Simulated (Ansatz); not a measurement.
**Geometry relaxation of GaN (part 2 of 2)**

GaN (F-43m, 2 atoms in the cell); DFT PBE, scalar-relativistic, plane waves, PAW, no spin polarisation (Ansatz 0.2.0); cutoff 420 eV, 10×10×10 k-mesh, Gaussian smearing of 0.02 eV. The structure derives from a Materials Project entry.

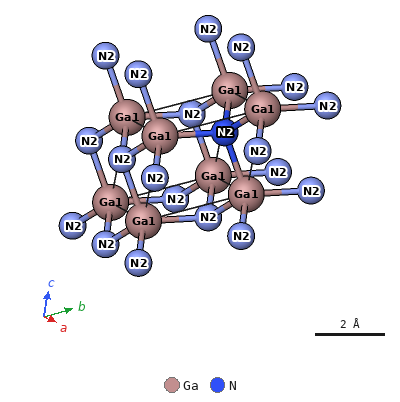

*The geometry at step 3 of the log (ball-and-stick view of the cell of the calculation, seen slightly off an axis; neighbours outside the cell are drawn fainter; atoms are numbered from 1 in the order of the input).*

## The program's output, continued
```
SCF iter   1: F=—  HF=-4167.907920 eV  |F-HF|=—  |Δ(HF+E_count)|=         —  Δρ=1.37e-4  dr2=4.98e-6  ethr=2.78e-8  ⟨swp⟩=1.9  Hψ=3483  notcnv=0
preconditioner: auto → none  [insulator: Δε(μ)=1.540 eV  Ē_g=18.547 eV  σ=0.020 eV  W_gap=1.00  n_scr=8 (ndim 8)  ℏωp=32.5 eV  f_vac=0.002  D(μ)=0.00/eV (n_scr^D=0)  ε∞_Penn≈4.1]
SCF iter   2: F=—  HF=-4167.907921 eV  |F-HF|=—  |Δ(HF+E_count)|=   1.39e-6  Δρ=4.78e-5  dr2=7.02e-7  ethr=2.77e-8  ⟨swp⟩=1.8  Hψ=748  notcnv=0
iter 3 did not close the SCF: its close was put off for the readings that it lacked (scf_convergence_deferred on its scf_iter line)
SCF iter   3: F=-4167.907921 eV  HF=-4167.907921 eV  |F-HF|=2.72e-8  |Δ(HF+E_count)|=   1.30e-7  Δρ=1.06e-5  dr2=1.41e-8  ethr=3.90e-9  ⟨swp⟩=2.4  Hψ=871  notcnv=0
iter 4 did not close the SCF: its close was put off for the readings that it lacked (scf_convergence_deferred on its scf_iter line)
SCF iter   4: F=-4167.907921 eV  HF=-4167.907921 eV  |F-HF|=7.19e-10  |Δ(HF+E_count)|=   9.75e-9  Δρ=3.94e-6  dr2=1.88e-9  ethr=7.83e-11  ⟨swp⟩=2.1  Hψ=977  notcnv=0
iter 5 did not close the SCF: its close was put off for the readings that it lacked (scf_convergence_deferred on its scf_iter line)
SCF iter   5: F=-4167.907921 eV  HF=-4167.907921 eV  |F-HF|=5.46e-12  |Δ(HF+E_count)|=   1.08e-9  Δρ=4.68e-7  dr2=3.10e-11  ethr=1.04e-11  ⟨swp⟩=2.8  Hψ=1034  notcnv=0
SCF iter   6: F=-4167.907921 eV  HF=-4167.907921 eV  |F-HF|=9.09e-13  |Δ(HF+E_count)|=  2.64e-11  Δρ=4.02e-8  dr2=2.17e-13  ethr=1.00e-12  ⟨swp⟩=1.3  Hψ=1774  notcnv=0
SCF 6 converged in 6 iterations: F = -4167.907921 eV  dr2 = 2.17e-13
relax step   6: F+E_penalty+E_count = -4167.90792133 eV  Δ(F+E_penalty+E_count) = +4.609e-5 eV  max|allowed force component| = 1.041e-16 eV/Å  Δτ_max = 0.0000 Å  P = +0.003 GPa  Ω = 23.525 Å³  energy of the carried Pulay correction = -5.317e-5 eV  (6 SCF iters, dr2 threshold 4.21e-8 eV, accepted)
iter 1 solved again at ethr=1.71e-8 eV; its pass at ethr=3.10e-3 eV (dr2=3.07e-6 eV) is discarded
SCF iter   1: F=—  HF=-4167.907941 eV  |F-HF|=—  |Δ(HF+E_count)|=         —  Δρ=1.58e-6  dr2=9.25e-11  ethr=1.71e-8  ⟨swp⟩=3.2  Hψ=5072  notcnv=0
eigensolver tolerance schedule: the retry pair's looser diagonalisation over-reported the residual by 33197.47 of it (diagonalisation noise at 0.22 of the residual, at the tolerance the schedule requests for it); recorded, not acted on — ethr = c·dr2/N_el stays at c = 1.0e-1
preconditioner: auto → none  [insulator: Δε(μ)=1.541 eV  Ē_g=18.547 eV  σ=0.020 eV  W_gap=1.00  n_scr=8 (ndim 8)  ℏωp=32.5 eV  f_vac=0.002  D(μ)=0.00/eV (n_scr^D=0)  ε∞_Penn≈4.1]
SCF iter   2: F=—  HF=-4167.907941 eV  |F-HF|=—  |Δ(HF+E_count)|=   1.36e-7  Δρ=8.53e-7  dr2=2.99e-11  ethr=1.00e-12  ⟨swp⟩=2.4  Hψ=1128  notcnv=0
iter 3 did not close the SCF: its close was put off for the readings that it lacked (scf_convergence_deferred on its scf_iter line)
SCF iter   3: F=-4167.907941 eV  HF=-4167.907941 eV  |F-HF|=6.37e-12  |Δ(HF+E_count)|=  9.37e-11  Δρ=1.91e-7  dr2=2.48e-12  ethr=1.00e-12  ⟨swp⟩=2.0  Hψ=1034  notcnv=0
iter 4 did not close the SCF: its close was put off for the readings that it lacked (scf_convergence_deferred on its scf_iter line)
SCF iter   4: F=-4167.907941 eV  HF=-4167.907941 eV  |F-HF|=1.82e-12  |Δ(HF+E_count)|=    0.00e0  Δρ=4.30e-8  dr2=1.59e-13  ethr=1.00e-12  ⟨swp⟩=1.0  Hψ=611  notcnv=0
iter 5 did not close the SCF: its close was put off for the readings that it lacked (scf_convergence_deferred on its scf_iter line)
SCF iter   5: F=-4167.907941 eV  HF=-4167.907941 eV  |F-HF|=9.09e-13  |Δ(HF+E_count)|=  1.82e-12  Δρ=8.52e-9  dr2=3.31e-15  ethr=1.00e-12  ⟨swp⟩=1.0  Hψ=611  notcnv=0
iter 6 did not close the SCF: its close was put off for the readings that it lacked (scf_convergence_deferred on its scf_iter line)
SCF iter   6: F=-4167.907941 eV  HF=-4167.907941 eV  |F-HF|=9.09e-13  |Δ(HF+E_count)|=  1.82e-12  Δρ=1.78e-9  dr2=2.10e-16  ethr=1.00e-12  ⟨swp⟩=1.0  Hψ=611  notcnv=0
SCF iter   7: F=-4167.907941 eV  HF=-4167.907941 eV  |F-HF|=0.00e0  |Δ(HF+E_count)|=  9.09e-13  Δρ=3.73e-10  dr2=2.12e-17  ethr=1.00e-12  ⟨swp⟩=2.0  Hψ=1789  notcnv=0
SCF 7 converged in 7 iterations: F = -4167.907941 eV  dr2 = 2.12e-17
relax step   7: F+E_penalty+E_count = -4167.90794081 eV  Δ(F+E_penalty+E_count) = -1.948e-5 eV  max|allowed force component| = 9.252e-17 eV/Å  Δτ_max = 0.0000 Å  P = +0.004 GPa  Ω = 23.525 Å³  stress off target by 3.98e-3 GPa  SCF on the basis re-selected at this cell (its energy is not comparable with the rows above)  (7 SCF iters)
```

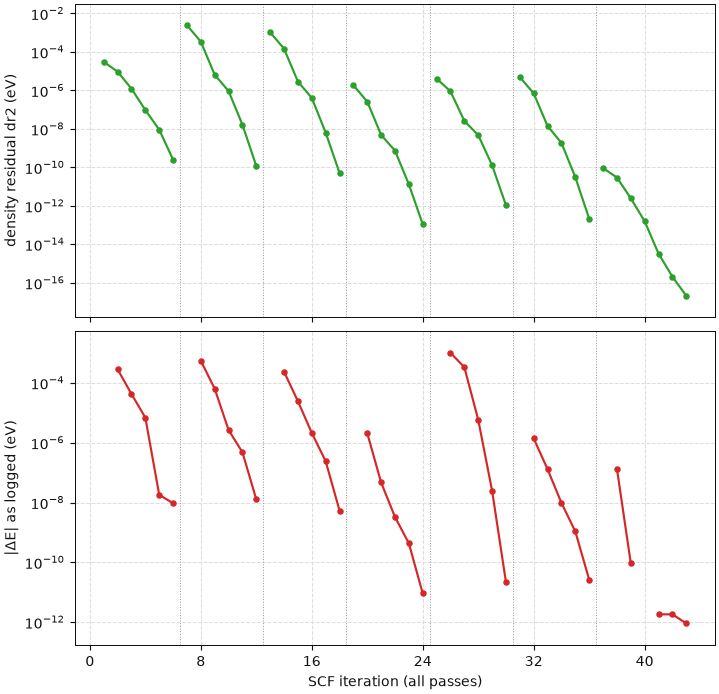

*Convergence of the self-consistent field: density residual dr2 and size of the energy change against the SCF iteration. The dotted lines part the SCF passes of the relaxation: geometry steps, rejected trials and re-solves on a re-selected basis.*

The 7 passes take 6 to 7 iterations each, 43 in all.

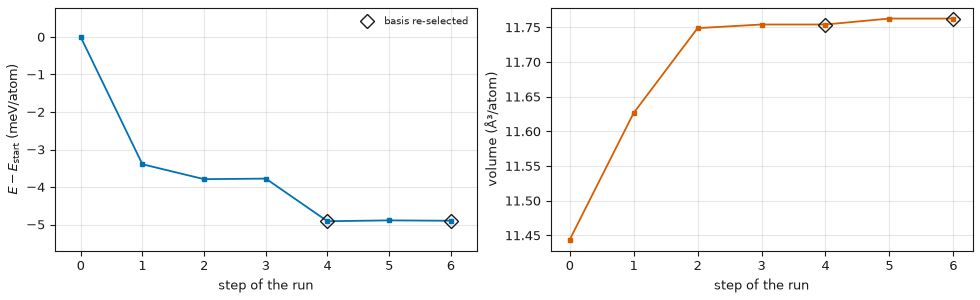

*Progress of the relaxation, step by step (the first geometry is step 0 here and step 1 in the log).*

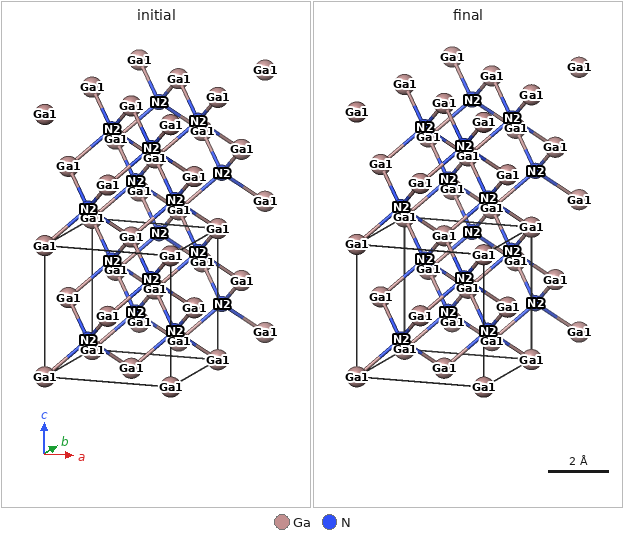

*Before (left) and after (right) the relaxation, at one scale (ball-and-stick view of the cell 4 times as large as that of the calculation, set on its symmetry axes, repeated 1 × 2 × 2, seen slightly off an axis).*

The atoms keep their places relative to the cell (all moves are under 0.005 Å). The volume changes by +2.8 %, with a = b = c 4.507 → 4.548 Å (+0.9 %). Among the contacts that change: Ga1–N2 1.952 → 1.970 Å. The space group stays F-43m (No. 216). After 4 geometry steps the energy has fallen by 4.9 meV per atom. All forces vanish by symmetry, so only the cell relaxes. The pressure goes from 5.03 to 0.00 GPa. 1 further SCF at an unchanged geometry re-selected the plane-wave basis for the new cell. The energy change given includes the shifts at the re-selections in mid-walk, which come without any move. A last SCF at the same geometry on a re-selected plane-wave basis shifts the energy by next to nothing (0.0 meV per atom). (Atoms are counted from 1 in the order of the input.)

```
basis re-selected at this cell: Δ(F+E_penalty+E_count) = -1.948e-5 eV, ΔP = +0.001 GPa vs the last step (what re-selecting the basis moved, of the pressure what is left beyond the Pulay correction that the steps carried, after the strain that the cell walked since its last selection, with what the two solves' SCF thresholds leave and, on support functions, any second-order correction that the steps lacked; it is no measure of the basis error at this ecutwfc). This SCF's stress stands 3.98e-3 GPa from its target on what of the cell is left free (relax.cell.stress_tol is 5.00e-2 GPa) and its largest allowed force component is 9.25e-17 eV/Å (relax.f_tol is 5.00e-3 eV/Å): within both
SCF converged after 7 iterations
Free energy (F): -4167.907941 eV
Harris-Foulkes:  -4167.907941 eV  (|F-HF|=0.00e0)
Internal energy: -4167.907941 eV  (E = F + TS)
E sigma→0 (E₀):  -4167.907941 eV
Fermi energy:    10.008838 eV
--- Per-component energies (eV) ---
  E_band       = -12.263579
  E_kinetic    = 246.000713
  E_local      = -1971.445246  (includes V_loc(G=0)·N_el)
  E_nonlocal   = 474.232153
  E_hartree    = 904.989962
  E_xc         = -128.406143
  E_vxc        = -133.611890  (∫ρ·V_xc dr)
  E_paw        = -2120.319652  (= ΣΔE_a)
  E_vpaw       = -437.419265  (= ΣTr[D̂ρ^β])
  E_aug_tail   = 0.000031  (compensation charges beyond the density's cutoff)
  E_ewald      = -1572.959759
  E_smearing   = -0.000000  (= −TS)
  E_closure    = -0.000000  (closes the sum)
  Σ components = -4167.907941   (vs F -4167.907941, Δ=0.00e0)
--- Forces (eV/Å), atoms counted from 1 ---
  atom   1  Ga     0.00000000     0.00000000     0.00000000
  atom   2  N      0.00000000    -0.00000000    -0.00000000
  max |Σ_I F_I| component: 4.63e-17 eV/Å
--- Stress (GPa, compression-positive) ---
        0.003980       0.000000      -0.000000
        0.000000       0.003980       0.000000
       -0.000000       0.000000       0.003980
  P = ⅓ Tr σ = 0.0040 GPa (0.040 kbar)
--- Band table (eV; the first three rows and the last of 47) ---
  k-point 0: bands = ["-6.4633", "-4.2272", "-4.2272", "-4.2272", "-3.9367", "-3.9367", "9.2383", "9.2383", "9.2383", "10.7791", "19.3769", "19.3769", "19.3769"]
  k-point 1: bands = ["-6.3609", "-4.2148", "-4.2148", "-4.1853", "-3.9379", "-3.9379", "8.1258", "9.1351", "9.1351", "11.6602", "18.8797", "19.5342", "19.5342"]
  k-point 2: bands = ["-6.1083", "-4.1859", "-4.1859", "-4.0129", "-3.9366", "-3.9366", "6.3523", "8.8821", "8.8821", "12.7326", "18.1067", "19.7904", "19.7904"]
  k-point 46: bands = ["-5.5217", "-4.0951", "-4.0587", "-3.9384", "-3.9114", "-2.0055", "3.5919", "5.7662", "5.8090", "15.0145", "17.1763", "19.7363", "20.2999"]
--- Relaxed structure (5 steps of the walk, 5 accepted, 2 SCFs on fresh bases) ---
  F+E_penalty+E_count = -4167.90794081 eV   max|allowed force component| = 9.252e-17 eV/Å   (the final SCF, on the basis selected at the relaxed cell)
  cell:  # Å, volume = 23.5255 Å³
    - [1.2787673550380961e-33, 2.2742384937359383, 2.2742384937359383]
    - [2.2742384937359383, 2.469736849960761e-33, 2.2742384937359383]
    - [2.2742384937359383, 2.2742384937359383, 2.2292989821585003e-33]
  atoms:
    - { symbol: Ga, position: [4.380025872695303e-34, -4.237586006916594e-34, -4.486855772029335e-34] }
    - { symbol: N, position: [0.75, 0.75, 0.75] }
```

## Trajectory as extended XYZ (Å, eV, eV/Å), 7 frames, from step=1 to step=7
```
2
Lattice="0.0000 2.2535 2.2535 2.2535 0.0000 2.2535 2.2535 2.2535 0.0000" Properties=species:S:1:pos:R:3:forces:R:3 step=1 energy=-4167.89814 pressure_GPa=5.03
Ga    0.0000    0.0000    0.0000    0.0000   0.0000   0.0000
N     3.3803    3.3803    3.3803    0.0000   0.0000   0.0000
2
Lattice="0.0000 2.2654 2.2654 2.2654 0.0000 2.2654 2.2654 2.2654 0.0000" Properties=species:S:1:pos:R:3:forces:R:3 step=2 energy=-4167.90493 pressure_GPa=1.99
Ga    0.0000    0.0000    0.0000    0.0000   0.0000   0.0000
N     3.3981    3.3981    3.3981    0.0000   0.0000   0.0000
2
Lattice="0.0000 2.2733 2.2733 2.2733 0.0000 2.2733 2.2733 2.2733 0.0000" Properties=species:S:1:pos:R:3:forces:R:3 step=3 energy=-4167.90572 pressure_GPa=0.08
Ga    0.0000    0.0000    0.0000    0.0000   0.0000   0.0000
N     3.4100    3.4100    3.4100    0.0000   0.0000   0.0000
2
Lattice="0.0000 2.2737 2.2737 2.2737 0.0000 2.2737 2.2737 2.2737 0.0000" Properties=species:S:1:pos:R:3:forces:R:3 step=4 energy=-4167.90569 pressure_GPa=0.00
Ga    0.0000    0.0000    0.0000    0.0000   0.0000   0.0000
N     3.4105    3.4105    3.4105    0.0000   0.0000   0.0000
2
Lattice="0.0000 2.2737 2.2737 2.2737 0.0000 2.2737 2.2737 2.2737 0.0000" Properties=species:S:1:pos:R:3:forces:R:3 step=5 energy=-4167.90797 pressure_GPa=0.13
Ga    0.0000    0.0000    0.0000    0.0000   0.0000   0.0000
N     3.4105    3.4105    3.4105    0.0000   0.0000   0.0000
2
Lattice="0.0000 2.2742 2.2742 2.2742 0.0000 2.2742 2.2742 2.2742 0.0000" Properties=species:S:1:pos:R:3:forces:R:3 step=6 energy=-4167.90792 pressure_GPa=0.00
Ga    0.0000    0.0000    0.0000    0.0000   0.0000   0.0000
N     3.4114    3.4114    3.4114    0.0000   0.0000   0.0000
2
Lattice="0.0000 2.2742 2.2742 2.2742 0.0000 2.2742 2.2742 2.2742 0.0000" Properties=species:S:1:pos:R:3:forces:R:3 step=7 energy=-4167.90794 pressure_GPa=0.00
Ga    0.0000    0.0000    0.0000    0.0000   0.0000   0.0000
N     3.4114    3.4114    3.4114    0.0000   0.0000   0.0000
```

This output came from the following input.

## The input
```yaml
crystal:
  lattice:
    - [0.0, 2.2535006075, 2.2535006075]
    - [2.2535006075, 0.0, 2.2535006075]
    - [2.2535006075, 2.2535006075, 0.0]
  atoms:
    - { symbol: Ga, position: [0.0, 0.0, 0.0] }
    - { symbol: "N", position: [0.75, 0.75, 0.75] }
basis:
  ecutwfc: 420
kpoints:
  mp_grid: { grid: [10, 10, 10] }
hamiltonian:
  xc: pbe
scf:
  occupations: { method: gaussian, width: 0.02 }
output:
  forces: true
  stress: true
  eigenvalues: true
relax:
  adjacent_minimum: "off"
  f_tol: 0.005
  max_steps: 80
  cell: { stress_tol: 0.05 }
```

Launched with:
```bash
ansatz run input.yaml --threads 4 --pin off --max-ram 6144MiB --backend cpu --events-out ev --progress --plain --runs-dir out
```

## Results in brief

```tsv
quantity	value
outcome	converged
space group (tolerance 0.01 Å)	F-43m (216)
electrons treated	18
free energy	−4167.9079 eV
Fermi energy	10.009 eV
gap on the k-point mesh	1.54 eV
pressure	0.00 GPa
final volume	23.53 Å³
largest force (length of the vector) at the end	under 0.001 eV/Å
final cell	a = 3.216 Å, b = 3.216 Å, c = 3.216 Å, α = 60.00°, β = 60.00°, γ = 60.00°
hardware	4 threads of an x86-64 CPU, shared host
wall time	4.3 s (CPU time 14 s)
peak memory	0.38 GiB
```
